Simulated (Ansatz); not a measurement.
System: Al32H (cell with a defect).

```cif
data_structure
_symmetry_space_group_name_H-M 'P 1'
_symmetry_Int_Tables_number 1
_cell_length_a 8.1000
_cell_length_b 8.1000
_cell_length_c 8.1000
_cell_angle_alpha 90.000
_cell_angle_beta 90.000
_cell_angle_gamma 90.000
_cell_volume 531.44
loop_
_atom_site_label
_atom_site_type_symbol
_atom_site_fract_x
_atom_site_fract_y
_atom_site_fract_z
_atom_site_occupancy
Al1 Al 0.50088 0.99881 0.00098 1
Al2 Al 0.74905 0.25122 0.00097 1
Al3 Al 0.74904 0.99880 0.24914 1
Al4 Al 0.00256 0.00258 0.99976 1
Al5 Al 0.24743 0.24744 0.99974 1
Al6 Al 0.49085 0.49079 0.99072 1
Al7 Al 0.75921 0.75915 0.99076 1
Al8 Al 0.24740 0.00259 0.25034 1
Al9 Al 0.50087 0.25127 0.24915 1
Al10 Al 0.75928 0.49076 0.25915 1
Al11 Al 0.49966 0.00258 0.50259 1
Al12 Al 0.75028 0.24744 0.50258 1
Al13 Al 0.75025 0.00259 0.74744 1
Al14 Al 0.99873 0.50092 0.00096 1
Al15 Al 0.25114 0.74909 0.00098 1
Al16 Al 0.00260 0.24739 0.25031 1
Al17 Al 0.25117 0.50094 0.24913 1
Al18 Al 0.49076 0.75927 0.25921 1
Al19 Al 0.99908 0.99911 0.49914 1
Al20 Al 0.25087 0.25090 0.49915 1
Al21 Al 0.50089 0.50094 0.49887 1
Al22 Al 0.74903 0.74908 0.49889 1
Al23 Al 0.25088 0.99911 0.75094 1
Al24 Al 0.49971 0.24739 0.74741 1
Al25 Al 0.74906 0.50091 0.75131 1
Al26 Al 0.99869 0.74911 0.24915 1
Al27 Al 0.00256 0.49971 0.50259 1
Al28 Al 0.24743 0.75033 0.50258 1
Al29 Al 0.99906 0.25092 0.75096 1
Al30 Al 0.24740 0.49973 0.74743 1
Al31 Al 0.50086 0.74911 0.75134 1
Al32 Al 0.00260 0.75026 0.74741 1
H1 H 0.62433 0.62523 0.12604 1
```

Computed without spin polarisation.

Theory: DFT PBEsol, scalar-relativistic, plane waves, PAW (Ansatz 0.2.0).

### What will maps of the valence pseudo-density and electron localisation function show?

Al–H (1.89 Å): ρ at the midpoint is about 0.26 e/Å³; the ELF climbs to about 1 towards the hydrogen.
Al–Al (2.79 Å): ρ is about 0.22 e/Å³ halfway; the ELF peaks at about 0.65 between the atoms.
Al–Al (2.84 Å): ρ is about 0.2 e/Å³ halfway; the ELF peaks at about 0.65 between the atoms.
Al–Al (2.86 Å): ρ is about 0.2 e/Å³ halfway; the ELF peaks at about 0.65 between the atoms.

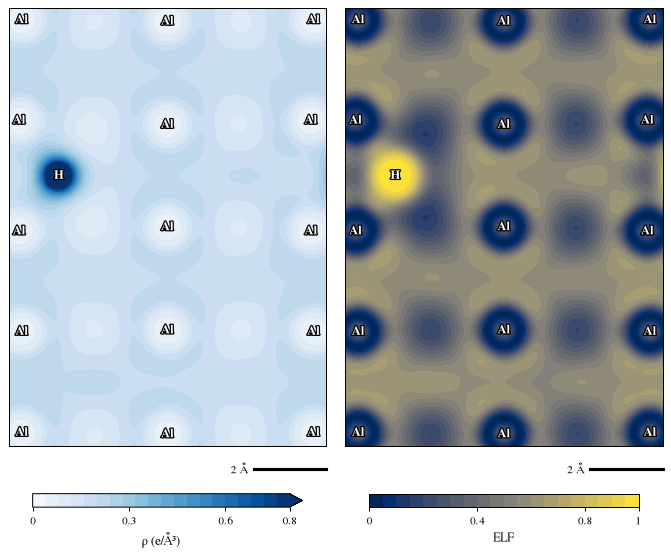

Computed valence pseudo-density and electron localisation function on the (101̄) plane of the calculation cell, in this order. 
